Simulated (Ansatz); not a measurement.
Consider Ir.

The calculation's input:

```
crystal:
  lattice:
    - [0.0, 1.9156, 1.9156]
    - [1.9156, 0.0, 1.9156]
    - [1.9156, 1.9156, 0.0]
  atoms:
    - { symbol: Ir, position: [0.0, 0.0, 0.0] }
hamiltonian:
  xc: pbe
  pseudopotentials: { kind: paw }
kpoints:
  mp_grid: { grid: [12, 12, 12] }
scf:
  occupations: { method: fermi_dirac, width: 0.05 }
output:
  forces: true
  stress: true
  eigenvalues: true
  write_density: true
  write_potential: true
  elf: true
  volumetric_format: npy
```

Command:

```sh
ansatz run input.yaml --threads 1 --pin off --max-ram 2560MiB --backend cpu --events-out ev --progress --plain --runs-dir out
```

Below, planes, directions and counts refer to the conventional cell (a = 3.83 Å, b = 3.83 Å, c = 3.83 Å, α = 90.00°, β = 90.00°, γ = 90.00°).

Space group Fm-3m; computed pressure about 11 GPa in this cell.

Method: Kohn-Sham DFT of a periodic cell, PBE, Ansatz PAW (Ansatz 0.2.0).

Question: Predict the valence pseudo-density and electron localisation function between the atoms.

Answer: Ir–Ir (2.71 Å): the density is about 0.45 e/Å³ at the midpoint; the ELF is about 0.35 at the midpoint.

Question: Does the calculation make it a metal, or give it a gap?

Answer: It is metallic or semimetallic at this level of theory: no gap opens.

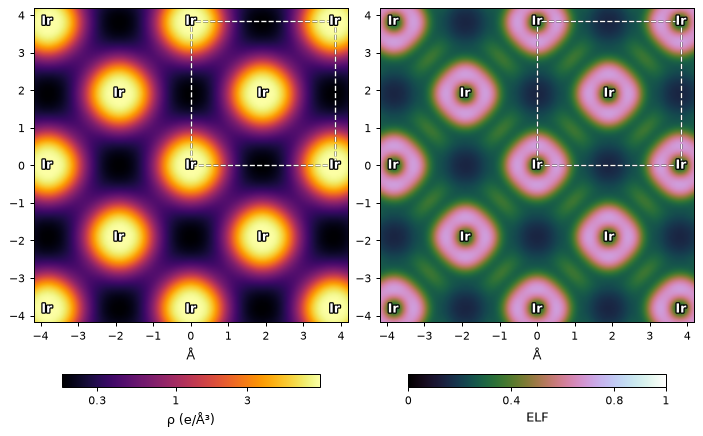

Computed valence pseudo-density and electron localisation function on the (010) plane of the conventional cell, in this order. 

In a PAW calculation such maps are meaningful between the atoms, not at the nuclei.
